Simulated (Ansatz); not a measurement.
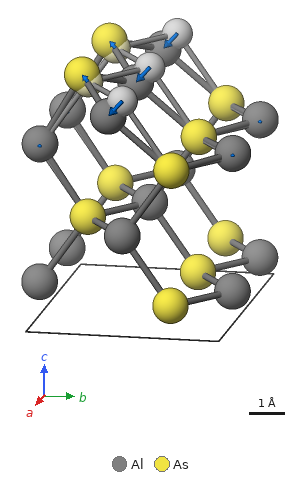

A constrained relaxation of a slab of composition AlAs (cut from the F-43m phase). The starting structure is drawn faded, the final one solid; blue arrows show the displacements, at their true length.

A ball-and-stick model of the cell of the calculation, outlined in the plane, without the vacuum (origin shifted), seen slightly off an axis.

Case: clean slab, lower half held. The slab is the (1 1 0) face of AlAs. 8 atoms are held fixed.

Theory: DFT PBE, scalar-relativistic, plane waves, PAW (Ansatz 0.2.0).

Input file:
```yaml
crystal:
  lattice:
    - [8.100068468, 0.0, 0.0]
    - [0.0, 5.7276133418, 0.0]
    - [0.0, 0.0, 23.075051351]
  atoms:
    - { symbol: Al, position: [0.25, 0.5, 0.3683632106] }
    - { symbol: Al, position: [0.75, 0.5, 0.3683632106] }
    - { symbol: As, position: [0.5, 0.25, 0.3683632106] }
    - { symbol: As, position: [0.0, 0.25, 0.3683632106] }
    - { symbol: Al, position: [0.5, 0.0, 0.4561210702] }
    - { symbol: Al, position: [0.0, 0.0, 0.4561210702] }
    - { symbol: As, position: [0.75, 0.75, 0.4561210702] }
    - { symbol: As, position: [0.25, 0.75, 0.4561210702] }
    - { symbol: Al, position: [0.75, 0.5, 0.5438789298] }
    - { symbol: Al, position: [0.25, 0.5, 0.5438789298] }
    - { symbol: As, position: [0.0, 0.25, 0.5438789298] }
    - { symbol: As, position: [0.5, 0.25, 0.5438789298] }
    - { symbol: Al, position: [0.0, 0.0, 0.6316367894] }
    - { symbol: Al, position: [0.5, 0.0, 0.6316367894] }
    - { symbol: As, position: [0.25, 0.75, 0.6316367894] }
    - { symbol: As, position: [0.75, 0.75, 0.6316367894] }
basis:
  ecutwfc: 420
kpoints:
  mp_grid: { grid: [4, 5, 1] }
hamiltonian:
  xc: pbe
scf:
  occupations: { method: gaussian, width: 0.05 }
output:
  forces: true
  eigenvalues: true
  write_density: true
  write_potential: true
  elf: true
  volumetric_format: npy
relax:
  adjacent_minimum: "off"
  f_tol: 0.03
  max_steps: 70
  constraints: [{ sites: [0, 1, 2, 3, 4, 5, 6, 7] }]
efield:
  axis: 3
  dipole_correction: true
  ramp_width: 0.04
```

Run as
```bash
ansatz run input.yaml --threads 4 --pin off --max-ram 10240MiB --backend cpu --events-out ev --progress --plain --runs-dir out
```

Atoms of which element are displaced furthest, and by how much?

Aluminium: up to 0.63 Å, against 0.27 Å for arsenic.

Describe the change and its energy.

The largest moves, 0.63 Å, are those of Al13 and Al14. Al13 goes at 41° to the normal (−c side). By element the largest moves are Al 0.63 Å, As 0.27 Å. The lattice vectors keep their values. Among the contacts that change: As7–Al9 2.480 → 2.553 Å, As11–Al13 2.480 → 2.425 Å, Al13–As15 2.480 → 2.444 Å, Al5–As12 2.480 → 2.504 Å. Bond angles that change, for instance: Al10–As15–Al13 109.5° → 90.2°, Al5–As12–Al14 109.5° → 93.8°, As11–Al13–As15 109.5° → 123.5°. After 4 geometry steps the energy has fallen by 1.253 eV per cell of the calculation. Largest force component: 1.3 eV/Å at the start, 0.016 eV/Å at the end. Cost: 2.2 min on 4 threads of Arm Neoverse V1, with other jobs on the host, peak memory 2.3 GiB.
